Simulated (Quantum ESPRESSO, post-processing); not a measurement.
# Thickness dependence of 2H-WS2, part 8 of 8

Aim: screening, gap and ionisation potential of 2H-WS2 against the number of layers.

Quantum ESPRESSO 7.5; plane-wave DFT, PBE, GBRV ultrasoft pseudopotentials.

So far. Step 13 (Variable-cell relaxation, 2 layers):  The last row is no step: it is a fresh SCF in the final cell with a new plane-wave basis, +1 meV from the row before. Step 17 (Potential by pp.x, 2 layers): The slope in the vacuum is 0.100 eV/Å for an applied 0.10 V/Å, as it should be.

## (18) Bands along a path, 2 layers: no field

The input, n2.f0.bands.in:

```
&control
  prefix = 'n2.f0.bands'
  outdir = './out'
  pseudo_dir = './pseudo'
  calculation = 'bands'
  tefield = .true.
  dipfield = .true.
/
&system
  ibrav = 0
  nat = 6
  ntyp = 2
  ecutwfc = 40
  ecutrho = 200
  occupations = 'smearing'
  smearing = 'fd'
  degauss = 0.004
  edir = 3
  emaxpos = 0.97
  eopreg = 0.04
  eamp = 0.0
  nbnd = 30
/
&electrons
  conv_thr = 1e-07
  mixing_beta = 0.4
  electron_maxstep = 120
  mixing_mode = 'local-TF'
/
ATOMIC_SPECIES
  S   32.0600  s_pbe_v1.4.uspp.F.UPF
  W   183.8400  w_pbe_v1.2.uspp.F.UPF
CELL_PARAMETERS angstrom
  3.15868519900000 0.00000000000000 0.00000000000000
  -1.57934259900000 2.73550162500000 0.00000000000000
  0.00000000000000 0.00000000000000 27.25124046500000
ATOMIC_POSITIONS crystal
  S   0.333333333300 0.666666666700 0.329665844500
  W   0.000000000000 0.000000000000 0.387552985800
  S   0.333333333300 0.666666666700 0.445382117000
  S   0.000000000000 0.000000000000 0.554617883000
  W   0.333333333300 0.666666666700 0.612447014200
  S   0.000000000000 0.000000000000 0.670334155500
K_POINTS crystal_b
4
  0.0000000000 0.0000000000 0.0000000000 12
  0.5000000000 0.0000000000 0.0000000000 12
  0.3333333333 0.3333333333 0.0000000000 12
  0.0000000000 0.0000000000 0.0000000000 1
```

Run with:

```sh
> cp -r out/n2.f0.save out/n2.f0.bands.save
> cp out/n2.f0.xml out/n2.f0.bands.xml
> OMP_NUM_THREADS=1 mpirun -n 4 pw.x -nk 4 -in n2.f0.bands.in > n2.f0.bands.out
```

Log:

```text
[banner, memory and clock lines left out]
Program PWSCF v.7.5 starts

          URL

     Presently no symmetry can be used with electric field

     Atomic positions and unit cell read from directory:
     ./out/n2.f0.bands.save/

     G-vector sticks info

     bravais-lattice index     =            0
     lattice parameter (alat)  =       5.9690  a.u.
     unit-cell volume          =    1589.0084 (a.u.)^3
     number of atoms/cell      =            6
     number of atomic types    =            2
     number of electrons       =        52.00
     number of Kohn-Sham states=           30
     kinetic-energy cutoff     =      40.0000  Ry
     charge density cutoff     =     200.0000  Ry
     Exchange-correlation= SLA  PW   PBE  PBE
                           (   1   4   3   4   0   0   0)

     celldm(1)=   5.969050  celldm(2)=   0.000000  celldm(3)=   0.000000
     celldm(4)=   0.000000  celldm(5)=   0.000000  celldm(6)=   0.000000

     crystal axes: (cart. coord. in units of alat)
               a(1) = (   1.000000   0.000000   0.000000 )
               a(2) = (  -0.500000   0.866025   0.000000 )
               a(3) = (   0.000000   0.000000   8.627400 )

     reciprocal axes: (cart. coord. in units 2 pi/alat)
               b(1) = (  1.000000  0.577350 -0.000000 )
               b(2) = (  0.000000  1.154701  0.000000 )
               b(3) = (  0.000000 -0.000000  0.115910 )

     PseudoPot. # 1 for S  read from file:
     ./pseudo/s_pbe_v1.4.uspp.F.UPF
     Pseudo is Ultrasoft + core correction, Zval =  6.0
     Generated by new atomic code, or converted to UPF format
     Using radial grid of  907 points,  6 beta functions with:
                l(1) =   0
                l(2) =   0
                l(3) =   1
                l(4) =   1
                l(5) =   2
                l(6) =   2
     Q(r) pseudized with  8 coefficients,  rinner =    1.300   1.300   1.300
                                                       1.300   1.300

     PseudoPot. # 2 for W  read from file:
     ./pseudo/w_pbe_v1.2.uspp.F.UPF
     Pseudo is Ultrasoft + core correction, Zval = 14.0
     Generated by new atomic code, or converted to UPF format
     Using radial grid of  923 points,  8 beta functions with:
                l(1) =   0
                l(2) =   0
                l(3) =   0
                l(4) =   1
                l(5) =   1
                l(6) =   2
                l(7) =   2
                l(8) =   3
     Q(r) pseudized with  6 coefficients,  rinner =    1.350   1.350   1.350
                                                       1.350   1.350   1.350
                                                       1.350

     atomic species   valence    mass     pseudopotential
     S                 6.00    32.06000     S ( 1.00)
     W                14.00   183.84000     W ( 1.00)

     No symmetry found

   Cartesian axes

     site n.     atom                  positions (alat units)
         1        S      tau(   1) = (   0.0000000   0.5773503   2.8441591  )
         2        W      tau(   2) = (   0.0000000   0.0000000   3.3435746  )
         3        S      tau(   3) = (   0.0000000   0.5773503   3.8424896  )
         4        S      tau(   4) = (   0.0000000   0.0000000   4.7849103  )
         5        W      tau(   5) = (   0.0000000   0.5773503   5.2838253  )
         6        S      tau(   6) = (   0.0000000   0.0000000   5.7832408  )

     number of k points=    37  Fermi-Dirac smearing, width (Ry)=  0.0040
                       cart. coord. in units 2pi/alat
        k(    1) = (   0.0000000   0.0000000   0.0000000), wk =   0.0540541
        k(    2) = (   0.0416667   0.0240563   0.0000000), wk =   0.0540541
        k(    3) = (   0.0833333   0.0481125   0.0000000), wk =   0.0540541
        k(    4) = (   0.1250000   0.0721688   0.0000000), wk =   0.0540541
        k(    5) = (   0.1666667   0.0962250   0.0000000), wk =   0.0540541
        k(    6) = (   0.2083333   0.1202813   0.0000000), wk =   0.0540541
        k(    7) = (   0.2500000   0.1443376   0.0000000), wk =   0.0540541
        k(    8) = (   0.2916667   0.1683938   0.0000000), wk =   0.0540541
        k(    9) = (   0.3333333   0.1924501   0.0000000), wk =   0.0540541
        k(   10) = (   0.3750000   0.2165064   0.0000000), wk =   0.0540541
        k(   11) = (   0.4166667   0.2405626   0.0000000), wk =   0.0540541
        k(   12) = (   0.4583333   0.2646189   0.0000000), wk =   0.0540541
        k(   13) = (   0.5000000   0.2886751   0.0000000), wk =   0.0540541
        k(   14) = (   0.4861111   0.3127314   0.0000000), wk =   0.0540541
        k(   15) = (   0.4722222   0.3367877   0.0000000), wk =   0.0540541
        k(   16) = (   0.4583333   0.3608439   0.0000000), wk =   0.0540541
        k(   17) = (   0.4444444   0.3849002   0.0000000), wk =   0.0540541
        k(   18) = (   0.4305556   0.4089564   0.0000000), wk =   0.0540541
        k(   19) = (   0.4166667   0.4330127   0.0000000), wk =   0.0540541
        k(   20) = (   0.4027778   0.4570690   0.0000000), wk =   0.0540541
        k(   21) = (   0.3888889   0.4811252   0.0000000), wk =   0.0540541
        k(   22) = (   0.3750000   0.5051815   0.0000000), wk =   0.0540541
        k(   23) = (   0.3611111   0.5292377   0.0000000), wk =   0.0540541
        k(   24) = (   0.3472222   0.5532940   0.0000000), wk =   0.0540541
        k(   25) = (   0.3333333   0.5773503   0.0000000), wk =   0.0540541
        k(   26) = (   0.3055556   0.5292377   0.0000000), wk =   0.0540541
        k(   27) = (   0.2777778   0.4811252   0.0000000), wk =   0.0540541
        k(   28) = (   0.2500000   0.4330127   0.0000000), wk =   0.0540541
        k(   29) = (   0.2222222   0.3849002   0.0000000), wk =   0.0540541
        k(   30) = (   0.1944444   0.3367877   0.0000000), wk =   0.0540541
        k(   31) = (   0.1666667   0.2886751   0.0000000), wk =   0.0540541
        k(   32) = (   0.1388889   0.2405626   0.0000000), wk =   0.0540541
        k(   33) = (   0.1111111   0.1924501   0.0000000), wk =   0.0540541
        k(   34) = (   0.0833333   0.1443376   0.0000000), wk =   0.0540541
        k(   35) = (   0.0555556   0.0962250   0.0000000), wk =   0.0540541
        k(   36) = (   0.0277778   0.0481125   0.0000000), wk =   0.0540541
        k(   37) = (   0.0000000   0.0000000   0.0000000), wk =   0.0540541

     Dense  grid:    76101 G-vectors     FFT dimensions: (  27,  27, 240)

     Smooth grid:    54075 G-vectors     FFT dimensions: (  25,  25, 216)

     The potential is recalculated from file :
     ./out/n2.f0.bands.save/charge-density

     negative rho (up, down):  1.371E-01 0.000E+00

     Adding external electric field

[...]
0.9759   1.0773   4.8574   4.8688   5.2099   5.3712

          k = 0.4722 0.3368 0.0000 (  6810 PWs)   bands (ev):

   -72.0846 -72.0845 -36.5339 -36.5336 -36.2905 -36.2900 -36.2698 -36.2697
   -10.7598 -10.6946 -10.5231 -10.4806  -4.6869  -4.5292  -3.4549  -3.3317
    -2.7018  -2.3605  -1.5144  -1.5134  -0.3752  -0.2287   0.2831   0.3920
     1.0877   1.1981   4.8330   4.8515   5.2228   5.3946

          k = 0.4583 0.3608 0.0000 (  6802 PWs)   bands (ev):

   -72.0845 -72.0844 -36.5295 -36.5294 -36.2897 -36.2893 -36.2782 -36.2781
   -10.7366 -10.6729 -10.5098 -10.4688  -4.6270  -4.4713  -3.4738  -3.3797
    -2.6883  -2.3498  -1.5597  -1.5128  -0.3801  -0.2083   0.0060   0.1196
     1.1822   1.3016   4.7789   4.8282   5.2501   5.4255

          k = 0.4444 0.3849 0.0000 (  6818 PWs)   bands (ev):

   -72.0842 -72.0841 -36.5239 -36.5238 -36.2897 -36.2896 -36.2889 -36.2885
   -10.7055 -10.6440 -10.4920 -10.4532  -4.5445  -4.3921  -3.5035  -3.4445
    -2.6693  -2.3357  -1.6052  -1.5068  -0.4032  -0.2871  -0.2168  -0.1568
     1.2611   1.3885   4.7081   4.7745   5.2958   5.4594

          k = 0.4306 0.4090 0.0000 (  6840 PWs)   bands (ev):

   -72.0840 -72.0839 -36.5167 -36.5166 -36.3038 -36.3037 -36.2880 -36.2877
   -10.6679 -10.6094 -10.4706 -10.4347  -4.4409  -4.2935  -3.5451  -3.5224
    -2.6449  -2.3201  -1.6399  -1.4960  -0.6401  -0.5066  -0.3884  -0.1799
     1.3327   1.4655   4.6193   4.6854   5.3502   5.4962

          k = 0.4167 0.4330 0.0000 (  6848 PWs)   bands (ev):

   -72.0837 -72.0836 -36.5081 -36.5079 -36.3198 -36.3196 -36.2869 -36.2868
   -10.6257 -10.5711 -10.4468 -10.4144  -4.3182  -4.1782  -3.6083  -3.5982
    -2.6153  -2.3062  -1.6586  -1.4853  -0.9574  -0.8288  -0.4147  -0.1906
     1.4051   1.5400   4.5113   4.5643   5.3440   5.5377

          k = 0.4028 0.4571 0.0000 (  6832 PWs)   bands (ev):

   -72.0834 -72.0833 -36.4981 -36.4979 -36.3370 -36.3369 -36.2857 -36.2856
   -10.5809 -10.5312 -10.4219 -10.3938  -4.1793  -4.0498  -3.6960  -3.6593
    -2.5818  -2.3001  -1.6624  -1.5052  -1.2327  -1.1415  -0.4446  -0.2172
     1.4843   1.6176   4.3848   4.4197   5.2203   5.5823

          k = 0.3889 0.4811 0.0000 (  6838 PWs)   bands (ev):

   -72.0831 -72.0830 -36.4872 -36.4870 -36.3552 -36.3551 -36.2846 -36.2845
   -10.5362 -10.4926 -10.3974 -10.3744  -4.0294  -3.9135  -3.7777  -3.7232
    -2.5480  -2.3139  -1.6730  -1.6633  -1.4099  -1.3397  -0.4776  -0.2596
     1.5725   1.7009   4.2451   4.2622   5.0874   5.6086

          k = 0.3750 0.5052 0.0000 (  6850 PWs)   bands (ev):

   -72.0829 -72.0828 -36.4753 -36.4752 -36.3736 -36.3734 -36.2838 -36.2837
   -10.4942 -10.4582 -10.3749 -10.3575  -3.8986  -3.8233  -3.7866  -3.7734
    -2.5216  -2.3731  -1.8657  -1.7922  -1.5163  -1.3432  -0.5078  -0.3150
     1.6664   1.7885   4.1026   4.1063   4.9810   5.5735

          k = 0.3611 0.5292 0.0000 (  6866 PWs)   bands (ev):

   -72.0826 -72.0825 -36.4632 -36.4631 -36.3911 -36.3909 -36.2830 -36.2829
   -10.4579 -10.4315 -10.3562 -10.3448  -3.9227  -3.8333  -3.7028  -3.6519
    -2.5167  -2.4974  -1.9886  -1.9639  -1.4924  -1.3410  -0.5263  -0.3782
     1.7561   1.8723   3.9697   3.9730   4.9069   5.5273

          k = 0.3472 0.5533 0.0000 (  6866 PWs)   bands (ev):

   -72.0825 -72.0824 -36.4521 -36.4520 -36.4055 -36.4054 -36.2826 -36.2825
   -10.4305 -10.4161 -10.3430 -10.3373  -3.9578  -3.8665  -3.5799  -3.5603
    -2.6354  -2.5423  -2.0587  -2.0423  -1.4428  -1.3552  -0.5237  -0.4416
     1.8243   1.9371   3.8743   3.8778   4.8648   5.4995

          k = 0.3333 0.5774 0.0000 (  6864 PWs)   bands (ev):

   -72.0825 -72.0824 -36.4467 -36.4466 -36.4122 -36.4119 -36.2823 -36.2822
   -10.4155 -10.4154 -10.3365 -10.3364  -3.9705  -3.8785  -3.5276  -3.5275
    -2.6967  -2.5635  -2.0686  -2.0685  -1.3917  -1.3916  -0.4943  -0.4943
     1.8507   1.9627   3.8405   3.8406   4.8518   5.4911

          k = 0.3056 0.5292 0.0000 (  6866 PWs)   bands (ev):

   -72.0827 -72.0826 -36.4601 -36.4599 -36.3932 -36.3931 -36.2833 -36.2831
   -10.4682 -10.4371 -10.3600 -10.3452  -3.9156  -3.8249  -3.6636  -3.6373
    -2.4938  -2.4635  -2.1034  -1.9544  -1.5142  -1.3362  -0.5145  -0.3636
     1.7449   1.8532   3.9702   3.9808   4.8916   5.5102

          k = 0.2778 0.4811 0.0000 (  6852 PWs)   bands (ev):

   -72.0834 -72.0833 -36.4720 -36.4716 -36.3630 -36.3629 -36.2861 -36.2858
   -10.6028 -10.5449 -10.4221 -10.3834  -3.8540  -3.7846  -3.7234  -3.6557
    -2.3142  -2.2832  -1.9939  -1.7310  -1.6400  -1.3646  -0.3807  -0.1763
     1.5118   1.6002   4.1787   4.2938   4.9723   5.4970

          k = 0.2500 0.4330 0.0000 (  6820 PWs)   bands (ev):

   -72.0848 -72.0847 -36.4710 -36.4707 -36.3319 -36.3318 -36.2909 -36.2905
   -10.8208 -10.7404 -10.5190 -10.4516  -3.9048  -3.8257  -3.4410  -3.3724
    -2.3804  -2.2651  -1.8354  -1.5237  -1.4888  -1.3127  -0.1480   0.0253
     1.2868   1.3416   4.1660   4.5194   5.0440   5.3176

          k = 0.2222 0.3849 0.0000 (  6802 PWs)   bands (ev):

   -72.0867 -72.0866 -36.4558 -36.4556 -36.3018 -36.3017 -36.2977 -36.2975
   -11.1075 -11.0087 -10.6414 -10.5444  -3.8396  -3.7346  -3.0599  -2.9895
    -2.5463  -2.3308  -1.8949  -1.5251  -1.0496  -0.9817   0.1154   0.2120
     1.1333   1.1531   3.9468   4.4397   5.0494   5.1445

          k = 0.1944 0.3368 0.0000 (  6792 PWs)   bands (ev):

   -72.0890 -72.0889 -36.4274 -36.4273 -36.3061 -36.3060 -36.2740 -36.2739
   -11.4369 -11.3247 -10.7787 -10.6530  -3.7107  -3.5340  -2.7830  -2.5939
    -2.5549  -2.4248  -1.8855  -1.4996  -0.6379  -0.6220   0.3631   0.3674
     1.0440   1.0503   3.7480   4.2302   4.8939   4.9787

          k = 0.1667 0.2887 0.0000 (  6768 PWs)   bands (ev):

   -72.0917 -72.0916 -36.3880 -36.3879 -36.3158 -36.3157 -36.2489 -36.2488
   -11.7804 -11.6593 -10.9202 -10.7679  -3.6840  -3.3149  -2.7848  -2.6800
    -2.1680  -1.9986  -1.7028  -1.3783  -0.3508  -0.3442   0.4654   0.5807
     1.0237   1.0408   3.6935   4.1338   4.6654   4.8422

          k = 0.1389 0.2406 0.0000 (  6752 PWs)   bands (ev):

   -72.0946 -72.0945 -36.3416 -36.3413 -36.3260 -36.3259 -36.2275 -36.2274
   -12.1125 -11.9859 -11.0566 -10.8806  -3.8802  -3.3550  -2.5452  -2.5315
    -1.8959  -1.5375  -1.2740  -1.1075  -0.2831  -0.2684   0.5146   0.7351
     1.1496   1.1702   3.7921   4.1937   4.5253   4.6998

          k = 0.1111 0.1925 0.0000 (  6774 PWs)   bands (ev):

   -72.0973 -72.0972 -36.3360 -36.3359 -36.2934 -36.2932 -36.2099 -36.2098
   -12.4119 -12.2825 -11.1795 -10.9834  -4.1648  -3.6094  -2.1531  -2.1307
    -1.6526  -1.1620  -0.7649  -0.6848  -0.4006  -0.3868   0.5167   0.8160
     1.3335   1.4782   3.9956   4.3436   4.5250   4.6395

          k = 0.0833 0.1443 0.0000 (  6746 PWs)   bands (ev):

   -72.0998 -72.0997 -36.3448 -36.3446 -36.2477 -36.2476 -36.1961 -36.1958
   -12.6619 -12.5313 -11.2822 -11.0699  -4.4369  -3.8747  -1.7090  -1.6918
    -1.3882  -0.8011  -0.5884  -0.5744  -0.2965  -0.2495   0.4854   0.8216
     1.4833   1.8178   4.2752   4.5052   4.6180   4.6581

          k = 0.0556 0.0962 0.0000 (  6716 PWs)   bands (ev):

   -72.1017 -72.1016 -36.3516 -36.3514 -36.2107 -36.2106 -36.1861 -36.1858
   -12.8497 -12.7188 -11.3594 -11.1354  -4.6531  -4.0892  -1.3025  -1.2901
    -1.1251  -0.7537  -0.7436  -0.4212   0.0546   0.0904   0.4353   0.7450
     1.5599   2.0902   4.6027   4.6788   4.7004   4.7863

          k = 0.0278 0.0481 0.0000 (  6678 PWs)   bands (ev):

   -72.1029 -72.1028 -36.3560 -36.3554 -36.1864 -36.1862 -36.1800 -36.1798
   -12.9661 -12.8352 -11.4072 -11.1761  -4.7907  -4.2266  -1.0105  -1.0012
    -0.9170  -0.8645  -0.8559  -0.0410   0.2644   0.2951   0.3849   0.5741
     1.5850   2.2522   4.7990   4.8079   4.8575   4.8582

          k = 0.0000 0.0000 0.0000 (  6679 PWs)   bands (ev):

   -72.1033 -72.1032 -36.3574 -36.3568 -36.1782 -36.1782 -36.1779 -36.1779
   -13.0055 -12.8747 -11.4234 -11.1899  -4.8378  -4.2739  -0.9031  -0.9031
    -0.8949  -0.8949  -0.8347   0.2766   0.3321   0.3321   0.3618   0.3618
     1.5892   2.3035   4.8317   4.8317   4.8470   4.8470

     XML data file, pseudopotentials, collected wavefunctions

                                        0.00s GPU  (     769 calls)
[key lines of the parts left out:]
Dipole field         -0.0000 Ry au,
```

Wall time 54 s (4 MPI ranks of Arm Neoverse V1, shared host); peak memory 0.4 GiB.

Numbers from this step:

```
dipole along the normal              : 0 e·Å
valence top, on the run's zero       : 2.304 eV
conduction bottom, on the run's zero : 3.694 eV
gap by band count                    : 1.390 eV
```

Band numbers count within the set of bands kept for display. The electronic bands at the labelled points (eV, zero at the highest filled level of the SCF mesh; v1 is the highest filled band, c1 the lowest empty one):

| point | v4 | v3 | v2 | v1 | c1 | c2 | c3 | c4 |
| --- | --- | --- | --- | --- | --- | --- | --- | --- |
| Γ | -1.94 | -1.94 | -0.71 | 0.00 | 2.53 | 2.53 | 2.54 | 2.54 |
| M | -1.67 | -1.56 | -1.41 | -1.31 | 2.55 | 2.58 | 2.90 | 3.06 |
| K | -2.80 | -2.80 | -0.45 | -0.34 | 1.54 | 1.54 | 2.55 | 3.19 |
| Γ | -1.94 | -1.94 | -0.71 | 0.00 | 2.53 | 2.53 | 2.54 | 2.54 |

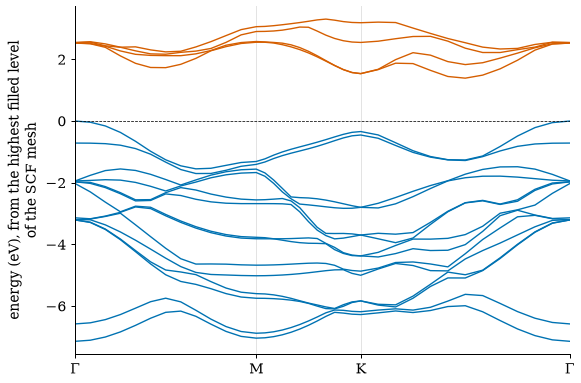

Electronic bands along the path; lines of filled and empty bands in two colours.

Along this path the valence top lies at Γ and the conduction bottom between K and Γ.

## (19) Polarisability from the dipole between 0 and 0.1 V/A, 2 layers

This step gave:

- polarisability a cell: 7.060 Å³
- sheet polarisability 4πα/A: 10.27 Å

The change of the potential energy, second field less first by z:

| z (Å) | change of the potential energy, second field less first (eV) |
| --- | --- |
| 0.0 | -0.424 |
| 2.5 | -0.599 |
| 5.0 | -0.349 |
| 7.5 | -0.111 |
| 10.0 | -0.0527 |
| 12.5 | -0.0377 |
| 15.0 | 0.0406 |
| 17.5 | 0.0529 |
| 20.0 | 0.131 |
| 22.5 | 0.374 |
| 25.0 | 0.624 |

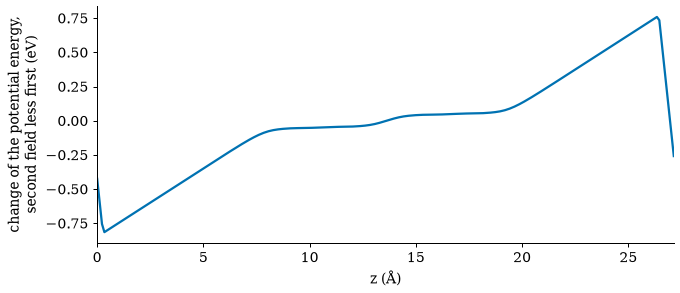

Change of the potential energy, second field less first, plotted against z.

## (20) The series side by side

All levels:

| level | sheet polarisability (Å) | gap without a field (eV) | vacuum over the valence top of the mesh (eV) | CPU time (s) |
| --- | --- | --- | --- | --- |
| 1 layer | 5.112 | 1.922 | 5.678 | 283.6 |
| 2 layers | 10.27 | 1.39 | 5.296 | 1098 |

## (21) By hand

From 1 to 2 layers, over the growth of the distance between the outermost mean planes: (10.268 − 5.112) Å / 6.130 Å = 0.841 = 1 − 1/ε, so ε = 6.3.

## (22) What came out

```yaml
4pi_alpha_a_of_1_layer: 5.11 Å
gap_along_the_path_1_layer: 1.92 eV
kohn_sham_ionisation_potential_1_layer: 5.68 eV
4pi_alpha_a_of_2_layers: 10.27 Å
gap_along_the_path_2_layers: 1.39 eV
kohn_sham_ionisation_potential_2_layers: 5.30 eV
```

**Reading.** The sheet polarisability 4πα/A grows as 5.11 and 10.27 Å for 1 and 2 layers (PBE, GBRV ultrasoft). The last layer adds 6.13 Å between the outermost mean planes and 5.16 Å of 4πα/A; 1 − 1/ε = 0.841 gives ε = 6.3 along the normal for the stacked crystal at this spacing. The gap runs 1.92 and 1.39 eV. Relaxed under PBE-D3(BJ), the lattice constant goes from 3.160 to 3.159 Å. For one layer the induced dipoles at +0.1 and −0.1 V/Å differ in size by 0.2 %, which is SCF noise. With spin-orbit coupling (other, fully relativistic files) the single layer's gap along the path is 1.63 eV against 1.92 eV. The nearest atoms of neighbouring layers lie 3.49 Å apart. With 1 − 1/ε so near one, ε is touchy: 0.1 Å more spacing would give ε = 5.8. On the path the edges lie as follows: K to K for 1 and Γ to between K and Γ for 2 (valence top to conduction bottom, by number of layers). One stacking was chosen. The ions are clamped in the field. Semilocal gaps are too small and shrink less with thickness than quasiparticle gaps, which also feel the screening by neighbours.

[Logs are printed without paths, hosts, clocks, repeated set-up lines and the standing remarks that a program may print on its own settings, such as how far it seeks lower states.]

[Hosts, paths, dates, database ids (printed as entryN), source tags and the programs' standing remarks are cut or masked in the printed files.]

[Maps of the electrostatic potential energy from Ansatz leave out the sawtooth potential of an applied field or a dipole correction, so their vacuum need not be flat; planar profiles and work functions include it.]
